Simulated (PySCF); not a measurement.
## BN: charges calculation

- system: BN (2 atoms in the cell)
- method: Hartree-Fock of a periodic cell in Gaussian orbitals, HF, DZVP-MOLOPT-SR/GTH-PBE, no spin polarisation (PySCF 2.14.0)

The structure derives from a Materials Project entry.

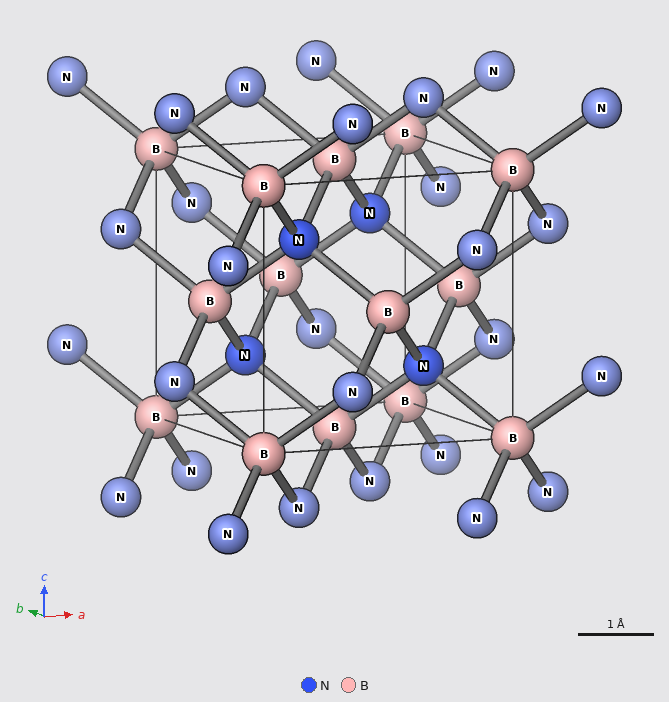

The structure (ball-and-stick view of the cell 4 times as large as that of the calculation, set on its symmetry axes, seen slightly off an axis; neighbours outside the cell are drawn fainter). An atom can appear more than once, as a periodic image. Near neighbours in the periodic cell (some may lie outside the picture): N has 4 B at 1.57 Å; B has 4 N at 1.57 Å.

The input
```python
import json
import numpy as np
from pyscf.pbc import gto, scf, dft, df
from pyscf.pbc.tools import pyscf_ase
from ase.io import read

atoms = read('BN.xyz')
cell = pyscf_ase.cell_from_ase(atoms)
cell.basis = {'B': 'DZVP-MOLOPT-SR-GTH-q3', 'N': 'DZVP-MOLOPT-SR-GTH-q5'}
cell.pseudo = {'B': 'GTH-PBE-q3', 'N': 'GTH-PBE-q5'}
cell.ke_cutoff = 220  # hartree
cell.exp_to_discard = 0.02
cell.precision = 1e-08
cell.max_memory = 5040  # MB
cell.verbose = 4
cell.build()

res = {}
kpts = cell.make_kpts([2, 2, 2])
mf = scf.KRHF(cell, kpts, exxdiv='ewald')
mf = mf.density_fit()
mf.with_df._cderi_to_save = 'cderi.h5'
mf.with_df.build(j_only=False)
mf.conv_tol = 1e-07
mf.max_cycle = 60

mf.kernel()
res.update(converged=bool(mf.converged), e_tot=mf.e_tot, nelec=cell.nelectron, nao=cell.nao, mesh=list(map(int, cell.mesh)), a=cell.lattice_vectors().tolist(), coords=cell.atom_coords().tolist(),
           mo_energy=[np.real(x).tolist() for x in mf.mo_energy], mo_occ=[np.real(x).tolist() for x in mf.mo_occ])
res.update(kpts=cell.get_scaled_kpts(kpts).tolist())
res['parts'] = {k: float(np.real(v)) for k, v in mf.scf_summary.items() if np.isscalar(v)}
json.dump(res, open('results.json', 'w'))
if not mf.converged:
    raise SystemExit('SCF not converged')

print('levels (eV)')
for i, kp in enumerate(res['kpts'][:40]):
    print('k %7.4f %7.4f %7.4f  ' % tuple(kp), ' '.join('%.3f' % (x * 27.211386) for x in res['mo_energy'][i][:9]))

# Mulliken populations
dm, s = np.asarray(mf.make_rdm1()), np.asarray(mf.get_ovlp())
sites = cell.aoslice_by_atom()[:, 2:]
tot = np.einsum('kij,kji->i', dm, s).real / len(kpts)
res['mulliken'] = [cell.atom_charge(i) - tot[a0:a1].sum() for i, (a0, a1) in enumerate(sites)]
print('Mulliken charges', np.round(res['mulliken'], 5))
res['meta_lowdin'] = mf.mulliken_meta()[1].tolist()
res['done'] = True
json.dump(res, open('results.json', 'w'))
```

File BN.xyz
```
2
Lattice="0.0000000000 1.8130010000 1.8130010000 1.8130010000 0.0000000000 1.8130010000 1.8130010000 1.8130010000 0.0000000000" Properties=species:S:1:pos:R:3 pbc="T T T"
N      0.9065005000      0.9065005000      0.9065005000
B      0.0000000000      0.0000000000      0.0000000000
```

Launched with:
```bash
OMP_NUM_THREADS=4 python -u run.py > log
```

Log
```
Discarded 0 diffused primitive functions, 0 contracted functions

PySCF version 2.14.0

[INPUT] verbose = 4
[INPUT] num. atoms = 2
[INPUT] num. electrons = 8
[INPUT] charge = 0
[INPUT] spin (= nelec alpha-beta = 2S) = 0
[INPUT] symmetry False subgroup None
[INPUT] Mole.unit = angstrom
[INPUT] Symbol           X                Y                Z      unit          X                Y                Z       unit  Magmom
[INPUT]  1 N      0.906500500000   0.906500500000   0.906500500000 AA    1.713037676781   1.713037676781   1.713037676781 Bohr   0.0
[INPUT]  2 B      0.000000000000   0.000000000000   0.000000000000 AA    0.000000000000   0.000000000000   0.000000000000 Bohr   0.0

nuclear repulsion = -13.1304314011656
number of shells = 6
number of NR pGTOs = 81
number of NR cGTOs = 26
basis = {'B': 'DZVP-MOLOPT-SR-GTH-q3', 'N': 'DZVP-MOLOPT-SR-GTH-q5'}
ecp = {}
lattice vectors  a1 [0.000000000, 3.426075354, 3.426075354]
                 a2 [3.426075354, 0.000000000, 3.426075354]
                 a3 [3.426075354, 3.426075354, 0.000000000]
dimension = 3
low_dim_ft_type = None
Cell volume = 80.4305
exp_to_discard = 0.02
rcut = 24.39067680222056 (nimgs = [7 7 7])
precision = 1e-08
pseudo = {'B': 'GTH-PBE-q3', 'N': 'GTH-PBE-q5'}
ke_cutoff = 220
    = [35 35 35] mesh (42875 PWs)

******** <class 'pyscf.pbc.df.df.GDF'> ********
auxbasis = None
exp_to_discard = 0.02
len(kpts) = 8
ETB for N: l = 0, exps = 0.224024218058 * 2^n , n = 0..6
ETB for N: l = 1, exps = 0.224024218058 * 2^n , n = 0..6
ETB for N: l = 2, exps = 0.224024218058 * 2^n , n = 0..6
ETB for N: l = 3, exps = 0.224024218058 * 2^n , n = 0..6
ETB for N: l = 4, exps = 0.224024218058 * 2^n , n = 0..6
ETB for B: l = 0, exps = 0.203310768286 * 2^n , n = 0..4
ETB for B: l = 1, exps = 0.203310768286 * 2^n , n = 0..4
ETB for B: l = 2, exps = 0.203310768286 * 2^n , n = 0..4
ETB for B: l = 3, exps = 0.203310768286 * 2^n , n = 0..4
ETB for B: l = 4, exps = 0.203310768286 * 2^n , n = 0..4

WARN: Even tempered Gaussians are generated as DF auxbasis for  N B

Drop 0 primitive fitting functions
make aux basis, num shells = 60, num cGTOs = 300
auxcell.rcut 14.413130527736609

******** <class 'pyscf.pbc.df.rsdf_builder._RSGDFBuilder'> ********
mesh = [7 7 7] (343 PWs)
ke_cutoff = 7.567430368456571
omega = 0.33596566832408564
exclude_d_aux = True
exclude_dd_block = True
j2c_eig_always = False
has_long_range = True

******** <class 'pyscf.pbc.scf.khf.KRHF'> ********
method = KRHF
initial guess = minao
damping factor = 0
level_shift factor = 0
DIIS = <class 'pyscf.scf.diis.CDIIS'>
diis_start_cycle = 1
diis_space = 8
diis_damp = 0
SCF conv_tol = 1e-07
SCF conv_tol_grad = None
SCF max_cycles = 60
direct_scf = True
direct_scf_tol = 1e-13

******** PBC SCF flags ********
N kpts = 8
Exchange divergence treatment (exxdiv) = ewald
    madelung (= occupied orbital energy shift) = 0.3345564239667311
    Total energy shift due to Ewald probe charge = -1/2 * Nelec*madelung = -1.33822569587
DF object = <pyscf.pbc.df.df.GDF object>
Set gradient conv threshold to 0.000316228

******** <class 'pyscf.pbc.df.rsdf_builder._RSNucBuilder'> ********
mesh = [9 9 9] (729 PWs)
ke_cutoff = 13.453209543922794
omega = 0.4629879168922588
exclude_d_aux = False
exclude_dd_block = True
j2c_eig_always = False
has_long_range = True
init E= -13.1502359134043
  HOMO = 0.453343458262  LUMO = 0.732117742075  gap/eV = 7.58583
cycle= 1 E= -12.4691680097124  delta_E= 0.681  |g|= 0.937  |ddm|= 7.51
  HOMO = 0.266078082007  LUMO = 0.802288277827  gap/eV = 14.59102
cycle= 2 E= -12.4971891774468  delta_E= -0.028  |g|= 0.317  |ddm|= 1.91
  HOMO = 0.232289233478  LUMO = 0.804489657615  gap/eV = 15.57037
cycle= 3 E= -12.5000873000012  delta_E= -0.0029  |g|= 0.0748  |ddm|= 0.622
  HOMO = 0.235824968608  LUMO = 0.806140640303  gap/eV = 15.51908
cycle= 4 E= -12.5004152188865  delta_E= -0.000328  |g|= 0.0123  |ddm|= 0.255
  HOMO = 0.235590492301  LUMO = 0.806110138901  gap/eV = 15.52463
cycle= 5 E= -12.5004290007909  delta_E= -1.38e-05  |g|= 0.00161  |ddm|= 0.0797
  HOMO = 0.235465401292  LUMO = 0.806141522388  gap/eV = 15.52889
cycle= 6 E= -12.5004293027391  delta_E= -3.02e-07  |g|= 0.000191  |ddm|= 0.012
  HOMO = 0.235489153437  LUMO = 0.80614461634  gap/eV = 15.52833
cycle= 7 E= -12.500429305583  delta_E= -2.84e-09  |g|= 2.33e-05  |ddm|= 0.000799
  HOMO = 0.235484818929  LUMO = 0.806145200044  gap/eV = 15.52846
Extra cycle  E= -12.5004293056183  delta_E= -3.52e-11  |g|= 8.87e-06  |ddm|= 7.04e-05
converged SCF energy = -12.5004293056183
levels (eV)
k  0.0000  0.0000  0.0000   -19.730 6.408 6.408 6.408 27.248 27.248 27.248 30.491 49.396
k -0.0000 -0.0000  0.5000   -14.491 -6.338 4.118 4.118 28.669 29.464 29.464 37.187 46.369
k  0.0000  0.5000 -0.0000   -14.491 -6.338 4.118 4.118 28.669 29.464 29.464 37.187 46.369
k  0.0000  0.5000  0.5000   -12.703 -4.520 0.615 0.615 21.936 27.271 38.846 38.846 43.381
k  0.5000  0.0000  0.0000   -14.491 -6.338 4.118 4.118 28.669 29.464 29.464 37.187 46.369
k  0.5000  0.0000  0.5000   -12.703 -4.520 0.615 0.615 21.936 27.271 38.846 38.846 43.381
k  0.5000  0.5000  0.0000   -12.703 -4.520 0.615 0.615 21.936 27.271 38.846 38.846 43.381
k  0.5000  0.5000  0.5000   -14.491 -6.338 4.118 4.118 28.669 29.464 29.464 37.187 46.369
Mulliken charges [-0.57268  0.57268]
 ** Mulliken pop on meta-lowdin orthogonal AOs **
 ** Mulliken pop  **
pop of  0 N 2s            1.21713
pop of  0 N 3s            0.00039
pop of  0 N 2px           1.39745
pop of  0 N 2py           1.39745
pop of  0 N 2pz           1.39745
pop of  0 N 3px           0.00214
pop of  0 N 3py           0.00214
pop of  0 N 3pz           0.00214
pop of  0 N 3dxy          0.00062
pop of  0 N 3dyz          0.00062
pop of  0 N 3dz^2         0.00010
pop of  0 N 3dxz          0.00062
pop of  0 N 3dx2-y2       0.00010
pop of  1 B 2s            0.69728
pop of  1 B 3s            0.00131
pop of  1 B 2px           0.61794
pop of  1 B 2py           0.61794
pop of  1 B 2pz           0.61794
pop of  1 B 3px           0.00055
pop of  1 B 3py           0.00055
pop of  1 B 3pz           0.00055
pop of  1 B 3dxy          0.00776
pop of  1 B 3dyz          0.00776
pop of  1 B 3dz^2         0.00218
pop of  1 B 3dxz          0.00776
pop of  1 B 3dx2-y2       0.00218
 ** Mulliken atomic charges  **
charge of    0N =     -0.41832
charge of    1B =      0.41832
```

Key numbers

```json
{"quantity": "outcome", "value": "converged"}
{"quantity": "space group (tolerance 0.01 Å)", "value": "F-43m (216)"}
{"quantity": "electrons treated", "value": "8"}
{"quantity": "free energy", "value": "−340.1540 eV"}
{"quantity": "total energy", "value": "−340.1540 eV"}
{"quantity": "Fermi energy", "value": "6.408 eV"}
{"quantity": "gap on the k-point mesh", "value": "15.53 eV"}
{"quantity": "hardware", "value": "4 threads of Arm Neoverse V1, 24 GiB of memory available, shared host"}
{"quantity": "wall time", "value": "4.7 min (CPU time 13 min)"}
{"quantity": "peak memory", "value": "0.3 GiB"}
```

Notes on the run: Even tempered Gaussians are generated as DF auxbasis for  N B. Points of doubt noted for this run: coarse mesh; mesh coarse for exact exchange. So coarse a mesh can miss the band edges, so the true gap of this method can be much smaller, or zero. The k-point mesh is coarse for a cell of this size, so the results may not be converged.
